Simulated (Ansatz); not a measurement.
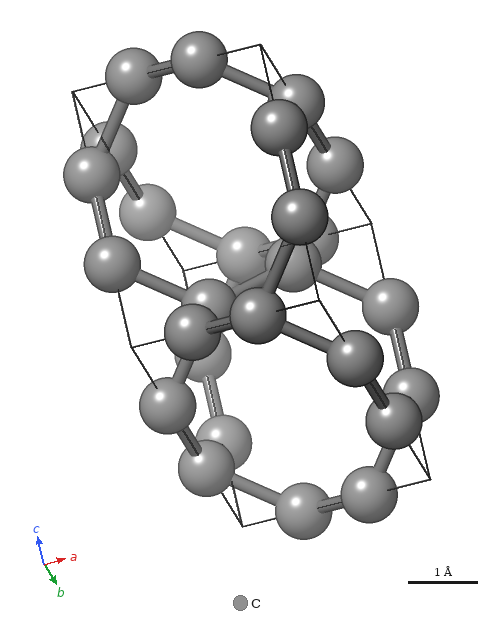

Ball-and-stick representation of a periodic structure, projected from a general direction. The wireframe shows the simulation cell.

Input deck:
```yaml
crystal:
  lattice:
    - [-2.4827102475, 2.4827102475, 2.374242324]
    - [2.4827102475, -2.4827102475, 2.374242324]
    - [2.4827102475, 2.4827102475, -2.374242324]
  atoms:
    - { symbol: C, position: [0.3254710859, 0.0, 0.0] }
    - { symbol: C, position: [0.6745289141, 0.6745289141, 0.6745289141] }
    - { symbol: C, position: [0.0, 0.3254710859, 0.0] }
    - { symbol: C, position: [0.0, 0.0, 0.3254710859] }
    - { symbol: C, position: [0.0, 0.6745289141, 0.0] }
    - { symbol: C, position: [0.3254710859, 0.3254710859, 0.3254710859] }
    - { symbol: C, position: [0.6745289141, 0.0, 0.0] }
    - { symbol: C, position: [0.0, 0.0, 0.6745289141] }
basis:
  ecutwfc: 420
kpoints:
  mp_grid: { grid: [8, 8, 8] }
hamiltonian:
  xc: lda
scf:
  occupations: { method: gaussian, width: 0.05 }
output:
  forces: true
  stress: true
  eigenvalues: true
```
Run as:
```sh
ansatz run input.yaml --threads 2 --pin off --max-ram 5120MiB --backend cpu --events-out ev --progress --plain --runs-dir out
```

Calculation details: DFT LDA, scalar-relativistic, plane waves, PAW (Ansatz 0.2.0); a basis cut at 420 eV, 8×8×8 k-mesh, Gaussian smearing of 0.05 eV, no spin polarisation.

Classify it as metallic or gapped, with the value.

Answer. A semiconductor at this level, with a gap of 2.44 eV on the k-mesh (the true edges may lie between mesh points, so the gap can be somewhat smaller).

What is the pressure at this volume?

Answer. The computed pressure is -13.3 GPa (stretched: it would shrink). The stress isn't hydrostatic: its largest component is 21.6 GPa.

The model was built from a structure listed in the Materials Project. The cell was then strained or its atoms displaced on purpose. It was the input of a calculation with Ansatz.

At this level of theory the run's own cell isn't at rest (stretched, at -13 GPa and forces up to 0.8 eV/Å), so its distances can differ from those at equilibrium, the more so the softer the solid.
